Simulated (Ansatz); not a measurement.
Consider NaI.

Input

```
crystal:
  lattice:
    - [0.0, 3.2578337372, 3.2578337372]
    - [3.2578337372, 0.0, 3.2578337372]
    - [3.2578337372, 3.2578337372, 0.0]
  atoms:
    - { symbol: I, position: [0.5, 0.5, 0.5] }
    - { symbol: Na, position: [0.0, 0.0, 0.0] }
hamiltonian:
  xc: pbesol
  pseudopotentials: { kind: paw }
kpoints:
  mp_grid: { grid: [7, 7, 7] }
scf:
  occupations: { method: fermi_dirac, width: 0.05 }
output:
  forces: true
  stress: true
  eigenvalues: true
  write_density: true
  write_potential: true
  elf: true
  volumetric_format: npy
```

Run with:

```sh
ansatz run input.yaml --threads 2 --pin off --max-ram 5632MiB --backend cpu --events-out ev --progress --plain --runs-dir out
```

Below, planes, directions and counts refer to the conventional cell (a = 6.52 Å, b = 6.52 Å, c = 6.52 Å, α = 90.00°, β = 90.00°, γ = 90.00°).

Space group Fm-3m.

The calculation used Kohn-Sham DFT of a periodic cell, PBEsol, Ansatz PAW (Ansatz 0.2.0).

> What can the converged valence pseudo-density and electron localisation function tell about the bonding?

Na–I (3.26 Å): ρ is about 0.12 e/Å³ halfway, with its minimum of 0.06 e/Å³ about 1.2 Å from Na; the ELF peaks at about 0.80 in the valence shell of I, 1.3 Å from its nucleus, and falls to about 0 next to Na: a closed-shell, largely ionic contact.

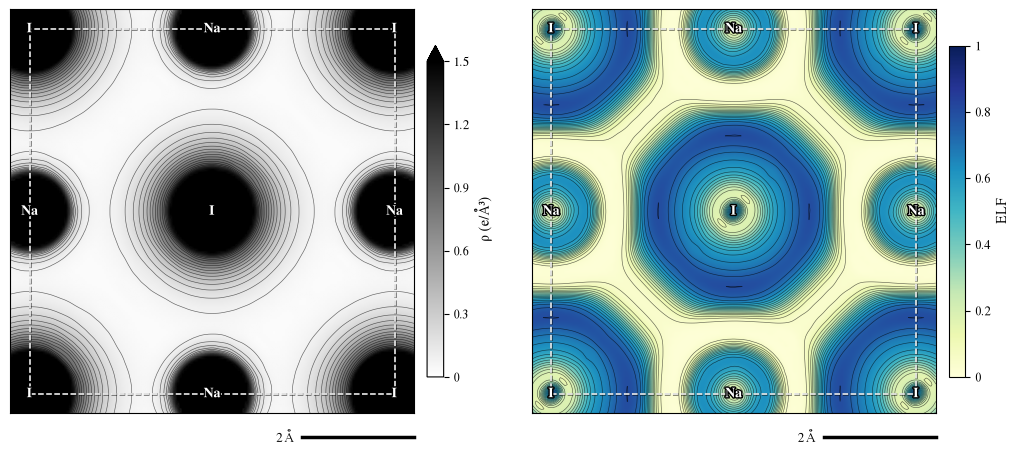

Computed valence pseudo-density and electron localisation function on the (010) plane of the conventional cell, in this order. 

In a PAW calculation such maps are meaningful between the atoms, not at the nuclei.
